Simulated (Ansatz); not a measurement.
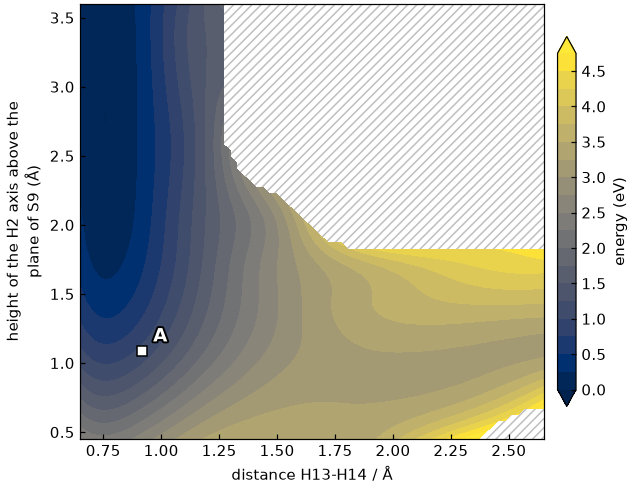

H₂ on a two-dimensional sheet of ZrS₂ (12 atoms of substrate and one adsorbate in a 2 × 2 cell). H2 lies flat over one site of a rigid substrate while its bond length and height are varied; it sits over a hollow site, heights counted from the top plane, its axis along the long diagonal of the hexagonal surface cell. The first coordinate is: distance H13-H14; the second: height of the H2 axis above the plane of S9. The grid has 8 × 9 points. At 16 points there is no value (left out: too close to the surface, or the stretched molecule far from it). Points are written as (first, second). Energies: eV, counted from the lowest grid point. Theory: DFT PBE+D3(BJ), scalar-relativistic, plane waves, PAW (Ansatz 0.2.0). Settings: cutoff 420 eV, k-mesh 6×6×1, gaussian smearing 0.05 eV, no spin polarisation.

In the figure: filled contours, one colour for all values above the top of the scale, hatched blanks where no value was computed, the point A. Between grid points the surface is interpolated.

### Is A at rest? If not, where is it pushed?

A, at (0.919 Å, 1.09 Å), is not a stationary point. The computed force is 2.6 eV for each Å towards smaller values of distance H13-H14 and 1.7 eV for each Å towards larger values of the second coordinate.

PAW datasets: the set soft_1.
